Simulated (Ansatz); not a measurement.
# Two runs on SrVO₃

System: SrVO₃ (Pm-3m, 5 atoms in the cell).
Method of run A: Kohn-Sham DFT of a periodic cell, BLYP, Ansatz PAW, spin-polarised (Ansatz 0.2.0).

The structure derives from an entry of the Crystallography Open Database. Text and figures count atoms from 1; the logs count them from 0 in places.

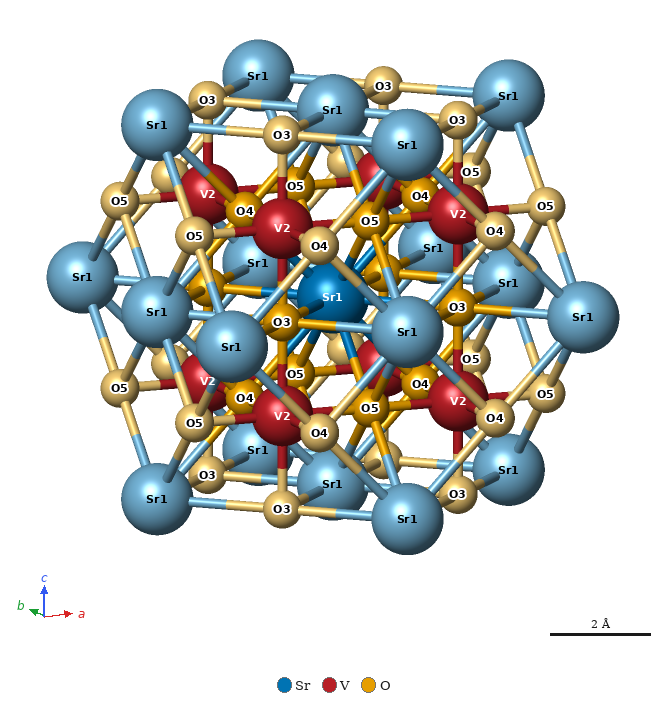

**Figure 1.** The structure as given in the input (ball-and-stick view of the cell of the calculation, seen slightly off an axis; neighbours outside the cell are drawn fainter; atoms are numbered from 1 in the order of the input).

### The input, run A
```yaml
crystal:
  lattice:
    - [3.8409, 0.0, 0.0]
    - [0.0, 3.8409, 0.0]
    - [0.0, 0.0, 3.8409]
  atoms:
    - { symbol: Sr, position: [0.5, 0.5, 0.5] }
    - { symbol: V, position: [0.0, 0.0, 0.0], spin: 2.0 }
    - { symbol: O, position: [0.0, 0.0, 0.5] }
    - { symbol: O, position: [0.0, 0.5, 0.0] }
    - { symbol: O, position: [0.5, 0.0, 0.0] }
hamiltonian:
  xc: blyp
  pseudopotentials: { kind: paw }
magnetization:
  spin_polarized: true
kpoints:
  mp_grid: { grid: [7, 7, 7] }
scf:
  occupations: { method: fermi_dirac, width: 0.05 }
output:
  forces: true
  stress: true
relax:
  f_tol: 0.01
  max_steps: 40
  cell: { stress_tol: 0.05 }
```

Command:
```bash
ansatz run input.yaml --threads 2 --pin off --max-ram 5120MiB --backend cpu --events-out ev --progress --plain --runs-dir out
```

Hardware: 2 threads of Intel Xeon @ 2.50GHz (Skylake/Cascade Lake), 189 GiB of memory available, shared host.

### Output, shortened to warnings, some set-up lines, iterations and results (run A)
```
WARN: the starting moments were not kept: the SCF closed with an absolute magnetisation of 2.4e-6 μB, where they sum to 2 μB in size (1 site). That is at most 0.1 of that sum. Measured as dr2_m measures the in/out step, that magnetisation stands 4.0e-12 eV from none, at or under the dr2_threshold of 1.0e-7 eV: it is no larger than a step whose dr2_m would equal this threshold. The system may hold …
Basis set: ecut = 420 eV, 1141 PW (Γ), exchange–correlation on 54×54×54 points (8 copies of the dense FFT grid, shifted against one another)
Symmetry: 48 space group operations
k-points: 20 of 343
Initial density: superposition of atomic densities (chi_scale 0.1, normalization cell, long waves kept (reshape's long-wave potential 0.00 eV rms))
[...]
SCF iter   1: F=—  HF=-8190.794354 eV  |F-HF|=—  |Δ(HF+E_count)|=         —  Δρ=4.37e-2 (↑4.37e-2 ↓3.13e-2)  dr2=1.83e0  dr2_m=3.80e-1  M=1.000 μB ∫|m|=1.364 μB  β_m=0.30  …
SCF iter   2: F=—  HF=-8190.298272 eV  |F-HF|=—  |Δ(HF+E_count)|=   4.96e-1  Δρ=2.87e-2 (↑2.87e-2 ↓2.39e-2)  dr2=8.39e-1  dr2_m=1.88e-1  M=1.000 μB ∫|m|=1.329 μB  β_m=0.55  …
SCF iter   3: F=—  HF=-8190.239643 eV  |F-HF|=—  |Δ(HF+E_count)|=   5.86e-2  Δρ=1.18e-2 (↑8.02e-3 ↓1.18e-2)  dr2=1.25e-1  dr2_m=2.84e-2  M=0.957 μB ∫|m|=1.156 μB  β_m=0.74  …
SCF iter   4: F=—  HF=-8190.602295 eV  |F-HF|=—  |Δ(HF+E_count)|=         —  Δρ=3.64e-2 (↑3.64e-2 ↓3.62e-2)  dr2=1.47e-2  dr2_m=6.81e-1  M=0.088 μB ∫|m|=0.169 μB  β_m=1.00  …
SCF iter   5: F=—  HF=-8190.411819 eV  |F-HF|=—  |Δ(HF+E_count)|=   1.90e-1  Δρ=3.30e-3 (↑2.94e-3 ↓3.30e-3)  dr2=3.79e-3  dr2_m=4.01e-3  M=0.062 μB ∫|m|=0.085 μB  β_m=0.74  …
[... 73 lines ...]
SCF iter   5: F=—  HF=-8190.476381 eV  |F-HF|=—  |Δ(HF+E_count)|=  4.64e-11  Δρ=1.28e-7 (↑8.54e-8 ↓1.28e-7)  dr2=1.13e-11  dr2_m=1.93e-12  M=-0.000 μB ∫|m|=0.000 μB  β_m=0.89 …
SCF iter   6: F=—  HF=-8190.476381 eV  |F-HF|=—  |Δ(HF+E_count)|=  2.55e-11  Δρ=7.94e-8 (↑2.11e-8 ↓7.94e-8)  dr2=4.71e-12  dr2_m=7.97e-13  M=-0.000 μB ∫|m|=0.000 μB  β_m=0.94 …
SCF iter   7: F=-8190.476381 eV  HF=-8190.476381 eV  |F-HF|=4.55e-12  |Δ(HF+E_count)|=  1.00e-11  Δρ=5.77e-8 (↑5.77e-8 ↓4.91e-8)  dr2=5.56e-12  dr2_m=2.11e-14  M=-0.000 μB …
SCF 7 converged in 7 iterations: F = -8190.476381 eV  dr2 = 5.56e-12
relax step   7: F+E_penalty+E_count = -8190.47638094 eV  Δ(F+E_penalty+E_count) = -4.789e-4 eV  max|allowed force component| = 3.724e-30 eV/Å  Δτ_max = 0.0000 Å  P = +0.025 …
basis re-selected at this cell: Δ(F+E_penalty+E_count) = -4.789e-4 eV, ΔP = +0.007 GPa vs the last step (what re-selecting the basis moved, of the pressure what is left beyond the Pulay correction that the steps carried, after the strain that the cell walked since its last selection, with what the …
SCF converged after 7 iterations
Magnetization: -0.0000 μB (20.5000 up, 20.5000 down)
Absolute magnetization: 0.0000 μB (∫|ρ↑−ρ↓|, with the PAW one-centre terms)
Spin contamination: 0.0000 ħ² per cell (⟨S²⟩ above its minimum at these occupations)
Per-site moments (μB) at R_I (Å): [(2.2664984098519116e-10, 1.1370072395202282), (-5.08230170528724e-7, 0.8039855293229505), (1.972126353553342e-8, 0.8039855293229505), (1.9721263607256266e-8, 0.8039855293229505), (1.9721263413008993e-8, 0.8039855293229505)]
Free energy (F): -8190.476381 eV
Harris-Foulkes:  -8190.476381 eV  (|F-HF|=4.55e-12)
Internal energy: -8190.464159 eV  (E = F + TS)
E sigma→0 (E₀):  -8190.470270 eV
Entropy (-TS):   -0.012222 eV (-2.444 meV/atom)
Fermi energy:    12.016801 eV
--- Per-component energies (eV) ---
  E_band       = -232.172615
  E_kinetic    = 1108.367580
  E_local      = -2711.572185  (includes V_loc(G=0)·N_el)
  E_nonlocal   = 298.936020
  E_hartree    = 1008.653715
  E_xc         = -521.787961
  E_vxc        = -603.674633  (∫ρ·V_xc dr)
  E_paw        = -4309.742086  (= ΣΔE_a)
  E_vpaw       = -341.544711  (= ΣTr[D̂ρ^β])
  E_aug_tail   = 0.007903  (compensation charges beyond the density's cutoff)
  E_ewald      = -3063.426154
  E_core_change = 0.099009  (= ΣΔE_core)
  E_smearing   = -0.012222  (= −TS)
  E_closure    = -0.000000  (closes the sum)
  Σ components = -8190.476381   (vs F -8190.476381, Δ=0.00e0)
--- Forces (eV/Å), atoms counted from 1 ---
  atom   1  Sr     0.00000000     0.00000000     0.00000000
  atom   2  V     -0.00000000     0.00000000     0.00000000
  atom   3  O      0.00000000     0.00000000    -0.00000000
  atom   4  O     -0.00000000     0.00000000     0.00000000
  atom   5  O     -0.00000000    -0.00000000    -0.00000000
  max |Σ_I F_I| component: 5.05e-30 eV/Å
--- Stress (GPa, compression-positive) ---
        0.024983      -0.000000       0.000000
       -0.000000       0.024983      -0.000000
        0.000000      -0.000000       0.024983
  P = ⅓ Tr σ = 0.0250 GPa (0.250 kbar)
[...]
```

For run B the input was changed thus:
```diff
-  xc: blyp
+  xc: pbesol
```

What does this change do to the results?

The total energies belong to different methods, so their difference says nothing on which is more stable or more accurate. The volume per atom goes from 11.85 to 11.05 Å³. The functional changes from BLYP to PBEsol. The SCF takes 56 iterations over all geometry steps against 69.

### Output, shortened to warnings, some set-up lines, iterations and results (run B)
```
WARN: the starting moments were not kept: the SCF closed with an absolute magnetisation of 1.8e-5 μB, where they sum to 2 μB in size (1 site). That is at most 0.1 of that sum. Measured as dr2_m measures the in/out step, that magnetisation stands 2.5e-10 eV from none, at or under the dr2_threshold of 1.0e-7 eV: it is no larger than a step whose dr2_m would equal this threshold. The system may hold …
Basis set: ecut = 420 eV, 1141 PW (Γ), exchange–correlation on 54×54×54 points (8 copies of the dense FFT grid, shifted against one another)
Symmetry: 48 space group operations
k-points: 20 of 343
Initial density: superposition of atomic densities (chi_scale 0.1, normalization cell, long waves kept (reshape's long-wave potential 0.00 eV rms))
[...]
SCF iter   1: F=—  HF=-8067.092440 eV  |F-HF|=—  |Δ(HF+E_count)|=         —  Δρ=4.71e-2 (↑4.71e-2 ↓2.89e-2)  dr2=1.63e0  dr2_m=4.09e-1  M=1.000 μB ∫|m|=1.374 μB  β_m=0.30  …
SCF iter   2: F=—  HF=-8066.631206 eV  |F-HF|=—  |Δ(HF+E_count)|=   4.61e-1  Δρ=3.17e-2 (↑3.17e-2 ↓2.28e-2)  dr2=8.75e-1  dr2_m=2.04e-1  M=1.000 μB ∫|m|=1.337 μB  β_m=0.63  …
SCF iter   3: F=—  HF=-8066.553463 eV  |F-HF|=—  |Δ(HF+E_count)|=   7.77e-2  Δρ=1.07e-2 (↑6.52e-3 ↓1.07e-2)  dr2=7.31e-2  dr2_m=2.65e-2  M=0.898 μB ∫|m|=1.103 μB  β_m=0.81  …
SCF iter   4: F=—  HF=-8066.870463 eV  |F-HF|=—  |Δ(HF+E_count)|=         —  Δρ=3.28e-2 (↑3.28e-2 ↓3.27e-2)  dr2=1.07e-2  dr2_m=5.54e-1  M=0.086 μB ∫|m|=0.179 μB  β_m=1.00  …
SCF iter   5: F=—  HF=-8066.716530 eV  |F-HF|=—  |Δ(HF+E_count)|=   1.54e-1  Δρ=3.41e-3 (↑3.41e-3 ↓2.58e-3)  dr2=3.05e-3  dr2_m=3.69e-3  M=0.057 μB ∫|m|=0.089 μB  β_m=0.81  …
[... 58 lines ...]
SCF iter   6: F=—  HF=-8066.738055 eV  |F-HF|=—  |Δ(HF+E_count)|=  9.09e-12  Δρ=5.31e-7 (↑5.31e-7 ↓5.29e-7)  dr2=4.76e-10  dr2_m=5.11e-16  M=0.000 μB ∫|m|=0.000 μB  β_m=0.71  …
SCF iter   7: F=—  HF=-8066.738055 eV  |F-HF|=—  |Δ(HF+E_count)|=  6.00e-11  Δρ=3.52e-7 (↑3.52e-7 ↓3.51e-7)  dr2=2.13e-10  dr2_m=2.09e-16  M=0.000 μB ∫|m|=0.000 μB  β_m=0.68  …
SCF iter   8: F=-8066.738055 eV  HF=-8066.738055 eV  |F-HF|=1.27e-11  |Δ(HF+E_count)|=  4.27e-11  Δρ=1.09e-7 (↑1.09e-7 ↓1.08e-7)  dr2=2.05e-11  dr2_m=6.72e-17  M=0.000 μB …
SCF 6 converged in 8 iterations: F = -8066.738055 eV  dr2 = 2.05e-11
relax step   6: F+E_penalty+E_count = -8066.73805486 eV  Δ(F+E_penalty+E_count) = -9.475e-9 eV  max|allowed force component| = 6.416e-30 eV/Å  Δτ_max = 0.0000 Å  P = -0.003 …
basis re-selected at this cell: Δ(F+E_penalty+E_count) = -9.475e-9 eV, ΔP = -0.002 GPa vs the last step (what re-selecting the basis moved, of the pressure what is left beyond the Pulay correction that the steps carried, after the strain that the cell walked since its last selection, with what the …
SCF converged after 8 iterations
Magnetization: 0.0000 μB (20.5000 up, 20.5000 down)
Absolute magnetization: 0.0000 μB (∫|ρ↑−ρ↓|, with the PAW one-centre terms)
Spin contamination: 0.0000 ħ² per cell (⟨S²⟩ above its minimum at these occupations)
Per-site moments (μB) at R_I (Å): [(-1.0843037690122445e-10, 1.1110035716265063), (1.4231253163259583e-8, 0.7855981594195768), (-4.841724210805637e-10, 0.7855981594195768), (-4.841721572090248e-10, 0.7855981594195768), (-4.841722889108224e-10, 0.7855981594195768)]
Free energy (F): -8066.738055 eV
Harris-Foulkes:  -8066.738055 eV  (|F-HF|=1.27e-11)
Internal energy: -8066.726542 eV  (E = F + TS)
E sigma→0 (E₀):  -8066.732299 eV
Entropy (-TS):   -0.011513 eV (-2.303 meV/atom)
Fermi energy:    12.721697 eV
--- Per-component energies (eV) ---
  E_band       = -209.195522
  E_kinetic    = 1110.424743
  E_local      = -2601.069200  (includes V_loc(G=0)·N_el)
  E_nonlocal   = 299.130171
  E_hartree    = 967.163884
  E_xc         = -523.072751
  E_vxc        = -611.455227  (∫ρ·V_xc dr)
  E_paw        = -4184.573529  (= ΣΔE_a)
  E_vpaw       = -340.561535  (= ΣTr[D̂ρ^β])
  E_aug_tail   = 0.007628  (compensation charges beyond the density's cutoff)
  E_ewald      = -3135.127378
  E_core_change = 0.389890  (= ΣΔE_core)
  E_smearing   = -0.011513  (= −TS)
  E_closure    = -0.000000  (closes the sum)
  Σ components = -8066.738055   (vs F -8066.738055, Δ=0.00e0)
--- Forces (eV/Å), atoms counted from 1 ---
  atom   1  Sr    -0.00000000    -0.00000000     0.00000000
  atom   2  V      0.00000000     0.00000000     0.00000000
  atom   3  O      0.00000000     0.00000000    -0.00000000
  atom   4  O      0.00000000     0.00000000    -0.00000000
  atom   5  O     -0.00000000    -0.00000000     0.00000000
  max |Σ_I F_I| component: 9.99e-30 eV/Å
--- Stress (GPa, compression-positive) ---
       -0.002831       0.000000       0.000000
        0.000000      -0.002831       0.000000
        0.000000       0.000000      -0.002831
  P = ⅓ Tr σ = -0.0028 GPa (-0.028 kbar)
[...]
```

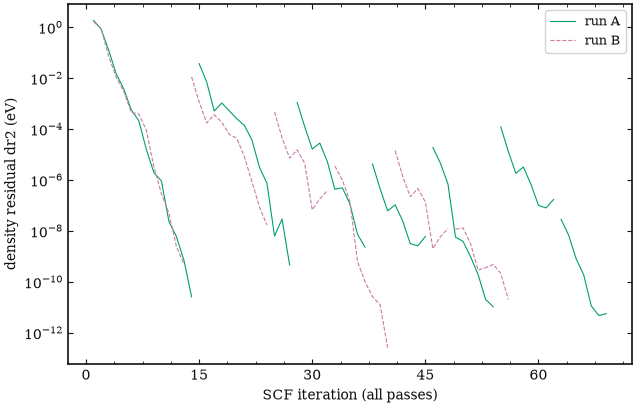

**Figure 2.** Convergence of the two runs: density residual dr2 against the SCF iteration. A break in a curve parts two SCF passes. Run A takes 69 iterations in all, and run B takes 56.

### The two runs side by side

```csv
quantity,run A,run B
outcome,converged,converged
free energy per atom (eV),−1638.0953,−1613.3476
"energy per atom, smearing taken to zero (eV)",−1638.0941,−1613.3465
net moment of the cell (μB),0.00,0.00
absolute moment of the cell (μB),0.00,0.00
pressure (GPa),0.02,0.00
volume per atom (Å³),11.85,11.05
largest force (eV/Å),0.000,0.000
SCF iterations,69,56
irreducible k-points,20,20
wall time (shared host),43 s,38 s
```

For both runs: Warnings: some starting moments were not kept. For run A: Points of doubt noted for this run: forces on files of another functional.
